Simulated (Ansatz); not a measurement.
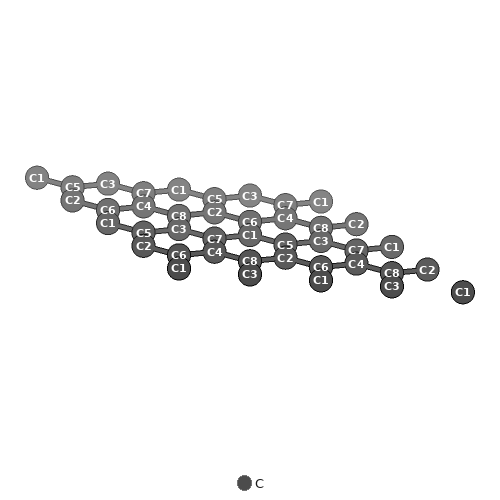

The system is C on a two-dimensional sheet of C of the honeycomb type (8 atoms of substrate and one adsorbate in a 2 × 2 cell); the picture shows it without the atoms that are moved over the map. C is moved over the surface cell; relaxed at each place: the height of the adsorbate's atoms; substrate rigid; the origin of the map has the adsorbate above C1. Places are given modulo a cell vector. The map is drawn in real space over the plane of the surface. Grid: 6 × 6 points; 7 points were computed and 29 follow by symmetry. Places are given in fractions of the 1 × 1 surface cell. Energies are in eV, from the lowest grid point. The calculation used DFT PBE+D3(BJ), scalar-relativistic, plane waves, PAW (Ansatz 0.2.0). Settings: cutoff 420 eV, k-mesh 6×6×1, gaussian smearing 0.1 eV, spin-polarised.

Range: position of C9 along the first surface vector from 0.000 to 0.833; position of C9 along the second surface vector from 0.000 to 0.833.

> What will the energy surface look like?

The lowest grid point is at a bridge site between two C atoms, (1/6, 2/6) of the cell vectors; the map holds 3 wells of about this depth. No other kind of well shows on this grid. The highest grid point, a sixfold hollow, (4/6, 2/6) of the cell vectors, lies 0.85 eV above the lowest. On the interpolated surface the easiest way out of the lowest well to a well of about the same depth near a bridge site between two C atoms, (4/6, 5/6) of the cell vectors passes a barrier of about 0.26 eV. At the lowest point the adsorbate has 2 C at 1.61 Å as nearest neighbours, at the highest 6 C at 2.17 Å. Its relaxed height above the top atom is 1.44 Å at the lowest and 1.64 Å at the highest point.

```csv
"second ↓, first →",0/6,1/6,2/6,3/6,4/6,5/6
5/6,0.20,0.00,0.20,0.20,0.00,0.20
4/6,0.20,0.20,0.37,0.20,0.20,0.36
3/6,0.36,0.20,0.20,0.36,0.64,0.64
2/6,0.20,0.00,0.20,0.64,0.85,0.64
1/6,0.20,0.20,0.36,0.64,0.64,0.36
0/6,0.37,0.20,0.20,0.36,0.20,0.20
```

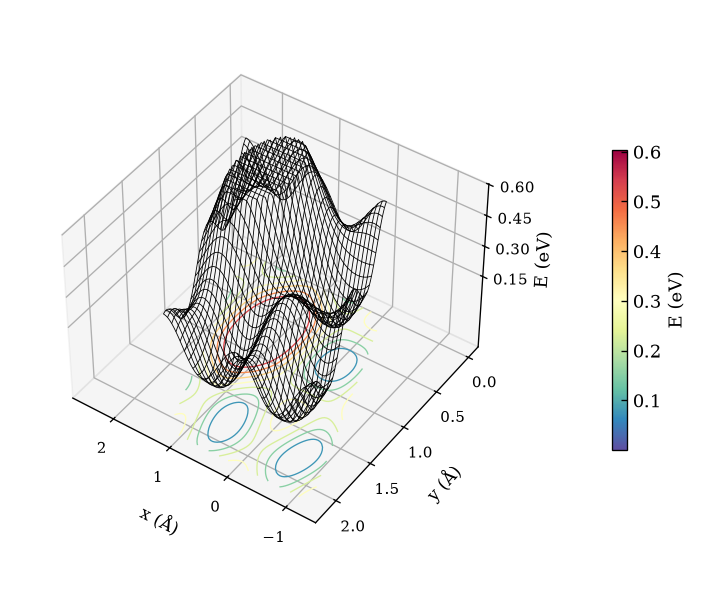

In the figure: a relief with its contours projected below, any walls above the top of the colour scale cut off. Between grid points the surface is interpolated.

The whole map (7 points run) took 34 min on 1 thread of AMD EPYC 7571, with other jobs on the host.

PAW datasets: the set soft_1.
